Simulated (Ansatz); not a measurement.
# How many bands does the GW gap of Cs2InAgCl6 (Fm-3m) need?

Aim: see how the G0W0 gap of Cs2InAgCl6 (Fm-3m) on LDA moves with empty bands and screening cutoff, and what each rung costs.

Program: Ansatz 0.2.0. Level of theory: G0W0 on LDA, plane waves, PAW. Results are calculated unless marked as measured.

In doubt: one-shot GW on d or f shells is unsure, so the values of those runs are not to be relied on.

### 1. The starting structure

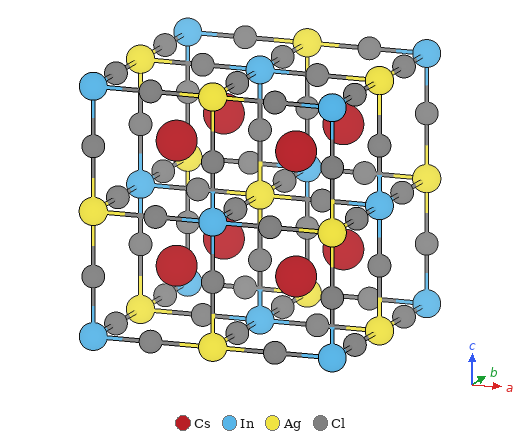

The cell as given, slightly off an axis (caesium red, indium blue, silver yellow, chlorine grey). This picture shows the conventional cell, with its axes. Some periodic images of atoms are drawn too.

As a file:

```cif
data_structure
_symmetry_space_group_name_H-M 'P 1'
_symmetry_Int_Tables_number 1
_cell_length_a 7.4027
_cell_length_b 7.4027
_cell_length_c 7.4027
_cell_angle_alpha 60.000
_cell_angle_beta 60.000
_cell_angle_gamma 60.000
_cell_volume 286.85
loop_
_atom_site_label
_atom_site_type_symbol
_atom_site_fract_x
_atom_site_fract_y
_atom_site_fract_z
_atom_site_occupancy
Cs1 Cs 0.25000 0.25000 0.25000 1
Cs2 Cs 0.75000 0.75000 0.75000 1
In3 In 0.00000 0.00000 0.00000 1
Ag4 Ag 0.50000 0.50000 0.50000 1
Cl5 Cl 0.76021 0.23979 0.23979 1
Cl6 Cl 0.23979 0.76021 0.23979 1
Cl7 Cl 0.23979 0.76021 0.76021 1
Cl8 Cl 0.76021 0.23979 0.76021 1
Cl9 Cl 0.23979 0.23979 0.76021 1
Cl10 Cl 0.76021 0.76021 0.23979 1
```

The cell and positions come from the Crystallography Open Database and are kept as given unless a step says otherwise. Spin-orbit coupling is left out unless a step names it. The default PAW set here is soft_2. Its files were made with PBE.

### 2. 177 empty bands, screening to 42 eV

G0W0 replaces the xc potential by the self-energy, built once from these orbitals. Only a window of levels is corrected, while the sums run over the empty bands that the input names.

input.yaml reads:

```yaml
crystal:
  lattice:
    - [0.0, 5.2345, 5.2345]
    - [5.2345, 0.0, 5.2345]
    - [5.2345, 5.2345, 0.0]
  atoms:
    - { symbol: Cs, position: [0.25, 0.25, 0.25] }
    - { symbol: Cs, position: [0.75, 0.75, 0.75] }
    - { symbol: In, position: [0.0, 0.0, 0.0] }
    - { symbol: Ag, position: [0.5, 0.5, 0.5] }
    - { symbol: Cl, position: [0.76021, 0.23979, 0.23979] }
    - { symbol: Cl, position: [0.23979, 0.76021, 0.23979] }
    - { symbol: Cl, position: [0.23979, 0.76021, 0.76021] }
    - { symbol: Cl, position: [0.76021, 0.23979, 0.76021] }
    - { symbol: Cl, position: [0.23979, 0.23979, 0.76021] }
    - { symbol: Cl, position: [0.76021, 0.76021, 0.23979] }
kpoints:
  mp_grid: { grid: [2, 2, 2] }
hamiltonian:
  xc: lda
scf:
  occupations: { method: fixed }
gw:
  n_empty_bands: 177
  ecut_chi: 42
  qp_bands: [v3, c3]
  qp_kpoints: band_edges
  screening: { model: contour_deformation }
```

Started as:

```
$ ansatz run input.yaml --threads 3 --pin off --max-ram 92160MiB --backend cuda --events-out ev --progress --plain --runs-dir out --devices 1 --max-vram 13GiB  # rebuilt from the run's record
```

Numbers of over 12 decimals in the logs are rounded to 6 here.

Output:

```text
GPUs: using 1 of 1 available (devices: 1).
Engine: ansatz 0.2.0, x86_64-unknown-linux-gnu
Pseudopotentials: kind: paw
Pseudopotential: Cs, paw, valence charge 9, recommended cutoff 420 eV (normal), Cs.paw.azcp
Pseudopotential: In, paw, valence charge 13, recommended cutoff 420 eV (normal), In.paw.azcp
Pseudopotential: Ag, paw, valence charge 19, recommended cutoff 420 eV (normal), Ag.paw.azcp
Pseudopotential: Cl, paw, valence charge 7, recommended cutoff 420 eV (normal), Cl.paw.azcp
Functional definition: SPW92
  exchange = slater_x
  correlation = pw_c
device memory: the entry about to start is reckoned to put 4.2 GiB on a device that reports 39.0 GiB free (of which the cap on the GPU budget leaves the run 13.0 GiB)
GPU FFT provider: cuFFT
GPU libraries: cuBLAS 13.8.2, cuFFT 12.4.0, cuSOLVER 12.3.4
Crystal: 10 atoms, lattice volume = 286.850 Å³
Basis set: ecut = 420 eV, 5601 PW (Γ)
Bands: 56, of which v1, the nominal top of the filled ones, is band 46 counted from 1 (45 counted from 0)
Symmetry: 48 space group operations
Space group: Fm-3m (ITA 225), of the structure as read, at distance tolerance 6.6e-5 Å
k-points: 3 of 8
Non-local potential: Cs, projectors of the file, l = 0: 3, l = 1: 2, l = 2: 2, l = 3: 2
Non-local potential: In, projectors of the file, l = 0: 2, l = 1: 2, l = 2: 2, l = 3: 2
Non-local potential: Ag, projectors of the file, l = 0: 3, l = 1: 2, l = 2: 2, l = 3: 1
Non-local potential: Cl, projectors of the file, l = 0: 2, l = 1: 2, l = 2: 2
PAW form: soft (Blöchl's): semilocal exchange-correlation on the pseudo side does not see the compensation charge
PAW frozen core: Cs, regenerated for the run's functional, and the local potential with it (the file was generated under x = pbe(κ = 0.804, μ = 0.219515), c = pbe(β = 0.066725))
PAW frozen core: In, regenerated for the run's functional, and the local potential with it (the file was generated under x = pbe(κ = 0.804, μ = 0.219515), c = pbe(β = 0.066725))
PAW frozen core: Ag, regenerated for the run's functional, and the local potential with it (the file was generated under x = pbe(κ = 0.804, μ = 0.219515), c = pbe(β = 0.066725))
PAW frozen core: Cl, regenerated for the run's functional, and the local potential with it (the file was generated under x = pbe(κ = 0.804, μ = 0.219515), c = pbe(β = 0.066725))
PAW one-centre angular grid: Cs, 194 points (default); XC on 64 Gauss nodes
PAW one-centre angular grid: In, 590 points (default); XC on 64 Gauss nodes
PAW one-centre angular grid: Ag, 590 points (default); XC on 64 Gauss nodes
PAW one-centre angular grid: Cl, 110 points (default); XC on 64 Gauss nodes
Initial density: superposition of atomic densities (neutral atoms: chi_scale 0, normalization atom), corrected by the library's trained network
Initial wavefunctions: pseudopotential atomic-orbital guess
GPU buffer pool allocated for 125000 grid points (all kernels)
GPU transforms: local potential and band sums: pruned to the plane-wave sphere, on 50×50×50
Functional: x = slater, c = lda
SCF iter   1: F=—  HF=-30203.227773 eV  |F-HF|=—  |Δ(HF+E_count)|=         —  Δρ=6.97e-3  dr2=1.31e-1  ethr=1.77e-3  ⟨swp⟩=5.0  Hψ=565  notcnv=0  defer=17
preconditioner: auto → Resta (q_TF=auto, 2.257 Å⁻¹)  ε∞=3.6  [insulator: Δε(μ)=0.764 eV  Ē_g=12.542 eV  n_scr=58 (ndim 8)  ℏωp=20.1 eV  f_vac=0.035  ε∞_Penn≈3.6]
SCF iter   2: F=—  HF=-30203.191844 eV  |F-HF|=—  |Δ(HF+E_count)|=   3.59e-2  Δρ=3.15e-3  dr2=2.22e-2  ethr=1.42e-4  ⟨swp⟩=2.0  Hψ=296  notcnv=0  defer=22
SCF iter   3: F=—  HF=-30203.185697 eV  |F-HF|=—  |Δ(HF+E_count)|=   6.15e-3  Δρ=1.05e-3  dr2=2.61e-3  ethr=2.41e-5  ⟨swp⟩=2.3  Hψ=292  notcnv=0  defer=24
SCF iter   4: F=—  HF=-30203.185180 eV  |F-HF|=—  |Δ(HF+E_count)|=   5.17e-4  Δρ=2.81e-4  dr2=2.24e-4  ethr=2.83e-6  ⟨swp⟩=2.0  Hψ=299  notcnv=0  defer=24
SCF iter   5: F=—  HF=-30203.185186 eV  |F-HF|=—  |Δ(HF+E_count)|=   6.09e-6  Δρ=6.39e-5  dr2=1.35e-5  ethr=2.43e-7  ⟨swp⟩=2.0  Hψ=214  notcnv=0  defer=15
SCF iter   6: F=—  HF=-30203.185192 eV  |F-HF|=—  |Δ(HF+E_count)|=   5.51e-6  Δρ=1.47e-5  dr2=1.07e-6  ethr=1.47e-8  ⟨swp⟩=3.0  Hψ=311  notcnv=0  defer=11
SCF iter   7: F=—  HF=-30203.185192 eV  |F-HF|=—  |Δ(HF+E_count)|=   2.13e-8  Δρ=5.02e-6  dr2=1.19e-7  ethr=1.16e-9  ⟨swp⟩=2.0  Hψ=279  notcnv=0  defer=11
SCF iter   8: F=-30203.185192 eV  HF=-30203.185192 eV  |F-HF|=8.62e-10  |Δ(HF+E_count)|=   1.03e-8  Δρ=1.23e-6  dr2=5.84e-9  ethr=1.09e-10  ⟨swp⟩=16.7  Hψ=760  notcnv=0
SCF 1 converged in 8 iterations: F = -30203.185192 eV  dr2 = 5.84e-9
  greatest PAW one-centre occupation: 1.002 electrons in one spin orbital (limit 2), on the Ag atom at site 3 (counted from 0), in its partial waves of l = 0
device memory: the entry about to start is reckoned to put 5.3 GiB (of the 5.3 GiB reckoned in all, the device holds 0.1 GiB already) on a device that reports 38.6 GiB free (of which the cap on the GPU budget leaves the run 12.9 GiB)
NSCF: frozen V_eff on 3 k-points
the band table was solved once the SCF had ended and its energy, with any forces and stress, was formed, with the checks that follow a solve (690 applications of the Hamiltonian). They found nothing against the state; the energy, forces and stress were not computed again (output.eigenvalues in the input reference)
device memory: the entry about to start is reckoned to put 4.3 GiB on a device that reports 38.7 GiB free (of which the cap on the GPU budget leaves the run 13.0 GiB)
NSCF: frozen V_eff on 3 k-points
G₀W₀ screening: q 1/3
[... further progress lines ...]
device memory: the entry about to start is reckoned to put 1.3 GiB on a device that reports 38.6 GiB free (of which the cap on the GPU budget leaves the run 13.0 GiB)
NSCF: frozen V_eff on 1 k-points
device memory: the entry about to start is reckoned to put 1.3 GiB on a device that reports 38.6 GiB free (of which the cap on the GPU budget leaves the run 13.0 GiB)
NSCF: frozen V_eff on 1 k-points
SCF converged after 8 iterations
Free energy (F): -30203.185192 eV
Harris-Foulkes:  -30203.185192 eV  (|F-HF|=8.62e-10)
Internal energy: -30203.185192 eV  (E = F + TS)
E sigma→0 (E₀):  -30203.185192 eV
Fermi energy:    3.881655 eV
--- Per-component energies (eV) ---
  E_band       = -694.908528
  E_kinetic    = 2023.401503
  E_local      = -7609.461684  (includes V_loc(G=0)·N_el)
  E_nonlocal   = 710.133141
  E_hartree    = 3128.816065
  E_xc         = -1374.261770
  E_vxc        = -1312.758952  (∫ρ·V_xc dr)
  E_paw        = -21350.761251  (= ΣΔE_a)
  E_vpaw       = -763.855374  (= ΣTr[D̂ρ^β])
  E_aug_tail   = 0.000893  (compensation charges beyond the density's cutoff)
  E_ewald      = -5733.745495
  E_core_change = 2.693407  (= ΣΔE_core)
  E_smearing   = -0.000000  (= −TS)
  E_closure    = -0.000000  (closes the sum)
  Σ components = -30203.185192   (vs F -30203.185192, Δ=0.00e0)
--- Band table (eV) ---
  k-point 0: bands = [... 42 lower, 2.9985, 2.9985, 3.8817, 3.8817, 4.7634, 8.7429, 8.8880, 8.8880, ... 6 higher]
  k-point 1: bands = [... 42 lower, 2.7888, 2.7888, 3.3152, 3.3152, 6.6723, 7.4939, 9.9815, 10.2059, ... 6 higher]
  k-point 2: bands = [... 42 lower, 2.9269, 2.9269, 2.9809, 3.8780, 7.3409, 9.3126, 10.1160, 10.1308, ... 6 higher]
--- G₀W₀: contour deformation, 7 samples at zero and on the imaginary axis and 2 off it, 8 q-points, 177 empty bands' worth ---
  eigenvalues of the whole cell's RPA ε∞ on this k-mesh (on a slab, of 1 + 4πα/V) = 4.3093, 4.3093, 4.3093; static W/v taken at q = 0 is 0.232056
  bands read: the sum over 223 bands ends inside a degenerate multiplet in 1 slot, whose members it reads at an even weight; the widest, k=1: bands 223 to 224 (counted from 1) at 1/2 each
  gw.qp_kpoints: band_edges: 3 of 3 stored k-points solved, in 1 pass; an edge of the gap read off the rows below is read off those points alone
  `?` marks the rows in doubt; gw_qp.tsv's column doubts and the gw_qp event give each row's grounds
    ik  band        ε_KS         Σx   Σc(E_QP)       V_xc       Z   E_QP_lin       E_QP  E_QP is
     0    44      2.9985   -21.2619     3.5969   -16.9818  0.7554     2.3022     2.3153  root
     0    45      3.8817   -28.4710     3.9008   -24.1628  0.7559     3.4701     3.4743  root
     0    46      3.8817   -28.4710     3.9008   -24.1628  0.7559     3.4701     3.4743  root
     0    47      4.7634   -10.0366    -3.3398   -14.8159  0.7984     6.2546     6.2029  root
     0    48      8.7429    -4.7188    -3.6190    -9.4271  0.8213     9.8611     9.8322  root
     0    49      8.8880    -6.1850    -3.6947   -11.1289  0.8061    10.1819    10.1371  root
     1    44      2.7888   -21.1377     3.5058   -16.9855  0.7552     2.1308     2.1425  root
     1    45      3.3152   -27.8048     4.1564   -23.1501  0.7470     2.8098     2.8169  root
     1    46      3.3152   -27.8048     4.1564   -23.1501  0.7470     2.8098     2.8169  root
     1    47      6.6723   -11.4236    -3.3461   -16.3316  0.7869     8.3145     8.2342  root
     1    48      7.4939    -8.8548    -3.9005   -14.1872  0.7862     8.9887     8.9257  root
     1    49      9.9815    -4.9846    -3.6843    -9.8644  0.8169    11.2146    11.1771  root
     2    44      2.9269   -26.2388     4.2995   -21.2499  0.7451     2.2229     2.2376  root
     2    45      2.9809   -21.2024     3.5869   -16.9320  0.7554     2.2842     2.2975  root
     2    46      3.8780   -28.4642     3.8889   -24.1714  0.7562     3.4699     3.4740  root
     2    47      7.3409   -13.6975    -3.1072   -18.3301  0.7871     8.9368     8.8664  root
     2    48      9.3126   -10.9479    -4.3135   -16.8495  0.7587    11.0086    10.9008  root ?
     2    49     10.1160    -5.5394    -3.5929   -10.3511  0.8144    11.3735    11.3348  root
```

The job ended after 7.2 s (1 × NVIDIA H100 80GB HBM3 (shared by 6 runs) with 3 threads of AMD EPYC 7R13 (Zen 3), shared host; peak memory 1.2 GiB).

Numbers from this step:

- bands summed: 223
- RPA ε∞ on this mesh (eigenvalues): 4.309, 4.309, 4.309
- plane waves in the screening matrix: 169
- q-points in the mesh: 8
- G0W0 gap on the mesh: 2.729 eV
- k of the valence top: 0, 0, 0
- k of the conduction bottom: 0, 0, 0
- starting gap on the mesh: 0.8817 eV
- Z at the valence top: 0.7559
- Z at the conduction bottom: 0.7984
- least direct G0W0 gap on the computed points: 2.729 eV

The gap on the mesh goes from 0.88 eV to 2.73 eV, a correction of +1.85 eV. Between the two edge states, bare exchange in place of the xc potential would open the gap by 9.09 eV, and correlation takes back 7.24 eV.

### 3. 501 empty bands, screening to 84 eV

Bands and screening cutoff are moved together, since each hides the error of the other.

input.yaml: that of step 2 with these lines changed.

```diff
@@ -23,4 +23,4 @@
 gw:
-  n_empty_bands: 177
-  ecut_chi: 42
+  n_empty_bands: 501
+  ecut_chi: 84
   qp_bands: [v3, c3]
```

Output:

```text
GPUs: using 1 of 1 available (devices: 1).
[...]
GPU FFT provider: cuFFT
GPU libraries: cuBLAS 13.8.2, cuFFT 12.4.0, cuSOLVER 12.3.4
Crystal: 10 atoms, lattice volume = 286.850 Å³
Basis set: ecut = 420 eV, 5601 PW (Γ)
Bands: 56, of which v1, the nominal top of the filled ones, is band 46 counted from 1 (45 counted from 0)
Symmetry: 48 space group operations
[...]
k-points: 3 of 8
[...]
GPU buffer pool allocated for 125000 grid points (all kernels)
[...]
SCF iter   1: F=—  HF=-30203.227773 eV  |F-HF|=—  |Δ(HF+E_count)|=         —  Δρ=6.97e-3  dr2=1.31e-1  ethr=1.77e-3  ⟨swp⟩=5.0  Hψ=565  notcnv=0  defer=17
[...]
SCF iter   8: F=-30203.185192 eV  HF=-30203.185192 eV  |F-HF|=8.62e-10  |Δ(HF+E_count)|=   1.03e-8  Δρ=1.23e-6  dr2=5.84e-9  ethr=1.09e-10  ⟨swp⟩=16.7  Hψ=760  notcnv=0
SCF 1 converged in 8 iterations: F = -30203.185192 eV  dr2 = 5.84e-9
[...]
NSCF: frozen V_eff on 3 k-points
[...]
G₀W₀ screening: q 1/3
[... further progress lines ...]
[...]
SCF converged after 8 iterations
Free energy (F): -30203.185192 eV
[...]
Internal energy: -30203.185192 eV  (E = F + TS)
E sigma→0 (E₀):  -30203.185192 eV
Fermi energy:    3.881655 eV
[...]
--- Band table (eV) ---
  k-point 0: bands = [... 42 lower, 2.9985, 2.9985, 3.8817, 3.8817, 4.7634, 8.7429, 8.8880, 8.8880, ... 6 higher]
  k-point 1: bands = [... 42 lower, 2.7888, 2.7888, 3.3152, 3.3152, 6.6723, 7.4939, 9.9815, 10.2059, ... 6 higher]
  k-point 2: bands = [... 42 lower, 2.9269, 2.9269, 2.9809, 3.8780, 7.3409, 9.3126, 10.1160, 10.1308, ... 6 higher]
[...]
0    44      2.9985   -21.2619     3.3142   -16.9818  0.7487     2.0063     2.0326  root
     0    45      3.8817   -28.4710     3.6837   -24.1628  0.7477     3.2468     3.2572  root
     0    46      3.8817   -28.4710     3.6837   -24.1628  0.7477     3.2468     3.2572  root
     0    47      4.7634   -10.0366    -3.7294   -14.8159  0.7934     5.8353     5.8132  root
     0    48      8.7429    -4.7188    -3.7822    -9.4271  0.8197     9.6885     9.6690  root
     0    49      8.8880    -6.1850    -3.9649   -11.1289  0.8043     9.8912     9.8669  root
     1    44      2.7888   -21.1377     3.2301   -16.9855  0.7484     1.8420     1.8668  root
     1    45      3.3152   -27.8048     3.9390   -23.1501  0.7396     2.5838     2.5996  root
[...]
2    46      3.8780   -28.4642     3.6729   -24.1714  0.7479     3.2478     3.2580  root
     2    47      7.3409   -13.6975    -3.5255   -18.3301  0.7698     8.4533     8.4480  root
     2    48      9.3126   -10.9479    -4.7312   -16.8495  0.7628    10.5466    10.4831  root
     2    49     10.1160    -5.5394    -3.8112   -10.3511  0.8115    11.1397    11.1165  root
```

It took 8.2 s on 1 × NVIDIA H100 80GB HBM3 (shared by 6 runs) with 3 threads; peak memory 1.5 GiB; 11 s of CPU time.

Numbers from this step:

```yaml
bands_summed: 547
rpa_eps_infinity_on_this_mesh_eigenvalues: 4.300, 4.300, 4.300
plane_waves_in_the_screening_matrix: 531
q_points_in_the_mesh: 8
g0w0_gap_on_the_mesh: 2.555 eV
k_of_the_valence_top: 0, -0.5, -0.5
k_of_the_conduction_bottom: 0, 0, 0
starting_gap_on_the_mesh: 0.8817 eV
z_at_the_valence_top: 0.7479
z_at_the_conduction_bottom: 0.7934
least_direct_g0w0_gap_on_the_computed_points: 2.556 eV
```

Against the run with 2×2×2 mesh, 177 empty bands, screening to 42 eV, the gap moves by −0.17 eV.

### 4. 1078 empty bands, screening to 140 eV

input.yaml: that of step 3 with these lines changed.

```diff
@@ -23,4 +23,4 @@
 gw:
-  n_empty_bands: 501
-  ecut_chi: 84
+  n_empty_bands: 1078
+  ecut_chi: 140.0
   qp_bands: [v3, c3]
```

Output:

```text
GPUs: using 1 of 1 available (devices: 1).
[...]
GPU FFT provider: cuFFT
GPU libraries: cuBLAS 13.8.2, cuFFT 12.4.0, cuSOLVER 12.3.4
Crystal: 10 atoms, lattice volume = 286.850 Å³
Basis set: ecut = 420 eV, 5601 PW (Γ)
Bands: 56, of which v1, the nominal top of the filled ones, is band 46 counted from 1 (45 counted from 0)
Symmetry: 48 space group operations
[...]
k-points: 3 of 8
[...]
2    45      2.9809   -21.2024     3.0777   -16.9320  0.7457     1.7461     1.7883  root
     2    46      3.8780   -28.4642     3.4613   -24.1714  0.7442     3.0250     3.0464  root
     2    47      7.3409   -13.6975    -3.7758   -18.3301  0.7622     8.1871     8.1977  root
     2    48      9.3126   -10.9479    -4.9578   -16.8495  0.7647    10.3013    10.2565  root
     2    49     10.1160    -5.5394    -3.9224   -10.3511  0.8105    11.0260    11.0053  root ?
[key lines of the parts left out:]
SCF converged after 8 iterations
Free energy (F): -30203.185192 eV
Fermi energy:    3.881655 eV
```

Elapsed: 15 s, on 1 × NVIDIA H100 80GB HBM3 (shared by 6 runs) with 3 threads; peak memory 2.2 GiB; 23 s of CPU time.

Numbers from this step:

```
bands summed                                 : 1124
RPA ε∞ on this mesh (eigenvalues)            : 4.290, 4.290, 4.290
plane waves in the screening matrix          : 1067
G0W0 gap on the mesh                         : 2.563 eV
k of the valence top                         : 0, -0.5, -0.5
k of the conduction bottom                   : 0, 0, 0
starting gap on the mesh                     : 0.8817 eV
least direct G0W0 gap on the computed points : 2.564 eV
```

Against the run with 2×2×2 mesh, 501 empty bands, screening to 84 eV, the gap moves by +0.008 eV.

(Continued in part 2 of 2.)

[Paths, hosts, dates, memory and timing lines, banners, echoed tables and standing remarks are left out of the program output.]

[Logs are printed without paths, hosts, clocks, repeated set-up lines and the standing remarks that a program may print on its own settings, such as how far it seeks lower states.]

[Runs of the session that timed out or met a known fault of the program may be left out.]

[Cells called generated may have been cut or substituted from an entry of the Crystallography Open Database or the Materials Project.]

[Hosts, paths, dates, database ids (printed as entryN), source tags and the programs' standing remarks are cut or masked in the printed files.]
